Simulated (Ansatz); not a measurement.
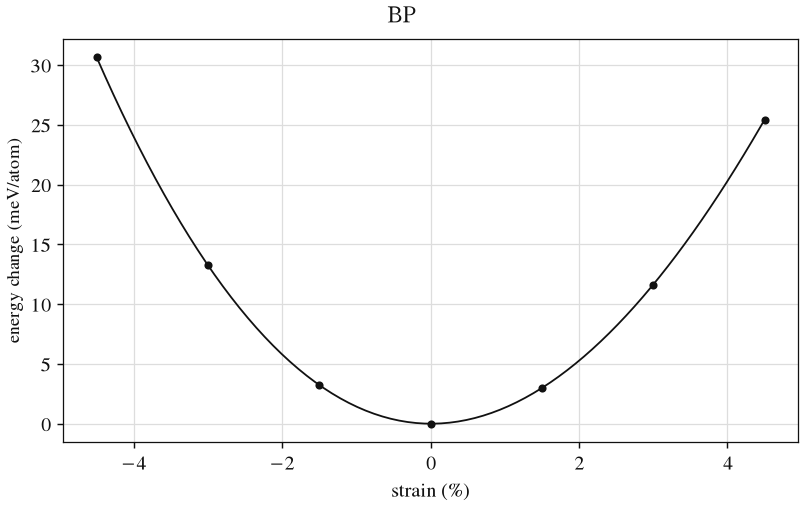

The figure shows the energy change against strain for BP, space group F-43m (No. 216).

Starting cell:
```xyz
4
Lattice="2.2601 2.2601 0.0000 -2.2601 2.2601 0.0000 0.0000 0.0000 4.5202" Properties=species:S:1:pos:R:3 pbc="T T T"
B     0.0000    0.0000    0.0000
B     0.0000    2.2601    2.2601
P     1.1301    1.1301    3.3902
P    -1.1301    1.1301    1.1301
```

Calculation (Ansatz 0.2.0): energy, stress and cell of a relaxed crystal along a series of strains, atoms and what the cell freedom names relaxed within the symmetry; stress is positive in compression; plane waves with PAW datasets, Γ-centred k mesh; energies extrapolated to zero smearing. Level: PBEsol, no spin polarisation.

- wave cutoff: 420 eV
- k mesh: 8×8×6
- occupations: Gaussian
- smearing width: 0.02 eV
- strain kind: uniaxial along a
- cell freedom: lengths b and c free, angles held

From this curve and the settings, what does the calculation give for the band gap, volume change and c/a at the same points?

The band gap stays open and runs from 0.530 eV at strain −4.5 % to 0.508 eV at 4.5 %, with its largest value, 1.113 eV, at 0.0 %. The volume change rises from −3.46 % at strain −4.5 % to 3.31 % at 4.5 %. The c/a falls from 1.4957 at strain −4.5 % to 1.3389 at 4.5 %.

```json
{"strain (%)": "-4.5", "band gap (eV)": "0.530", "volume change (%)": "-3.46", "c/a": "1.4957"}
{"strain (%)": "-3.0", "band gap (eV)": "0.743", "volume change (%)": "-2.29", "c/a": "1.4677"}
{"strain (%)": "-1.5", "band gap (eV)": "0.938", "volume change (%)": "-1.14", "c/a": "1.4405"}
{"strain (%)": "0.0", "band gap (eV)": "1.113", "volume change (%)": "0.00", "c/a": "1.4142"}
{"strain (%)": "1.5", "band gap (eV)": "0.943", "volume change (%)": "1.11", "c/a": "1.3883"}
{"strain (%)": "3.0", "band gap (eV)": "0.741", "volume change (%)": "2.22", "c/a": "1.3633"}
{"strain (%)": "4.5", "band gap (eV)": "0.508", "volume change (%)": "3.31", "c/a": "1.3389"}
```

Note: a crossing between the sampled k points may be missed; coarse k mesh.
